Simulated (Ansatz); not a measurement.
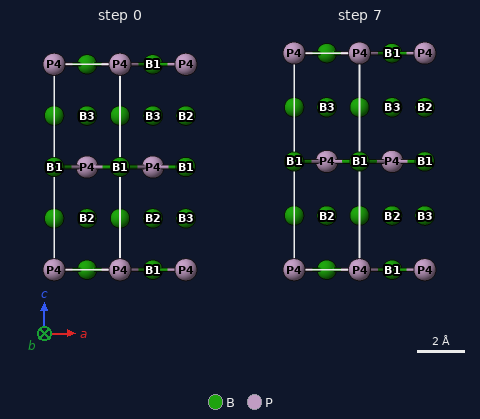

The structure of crystalline B3P (built on the TiAl3 (D0_22)_139 type) before (left) and after (right) a relaxation, at one scale.

Style: ball-and-stick. Shown: the conventional cell (2 times the calculation's cell), repeated 2 × 1 × 1 with one cell outlined, along the b axis. Lengths and directions refer to the drawn axes.

Case: TiAl3 (D0_22) type (I4/mmm, No. 139).

Method: DFT PBE, scalar-relativistic, plane waves, PAW (Ansatz 0.2.0). Set-up: plane-wave cutoff 420 eV; k-point mesh 22 × 22 × 22; occupations gaussian; smearing width 0.1 eV; no spin polarisation; cell and atoms relaxed; force threshold 0.01 eV/Å; at most 80 steps.

What changed between the two?

Answer. Over 5 accepted moves (7 points after the start) the energy falls by 4.2 meV per atom. All forces vanish by symmetry, so only the cell relaxes. The pressure goes from −0.07 to 0.01 GPa. The SCF was repeated twice at an unchanged geometry on a basis and grid sized afresh for the cell, which shifted the energy by 0.5 meV per atom at most. No atom moves by more than 0.005 Å relative to the cell. The drawn cell changes as follows: a = b 2.830 → 2.809 Å (−0.8 %), c 8.827 → 9.306 Å (+5.4 %); the volume changes by +3.8 %. Near-neighbour distances that change, for instance: B1–P4 2.001 → 1.986 Å. The space group stays I4/mmm (No. 139).
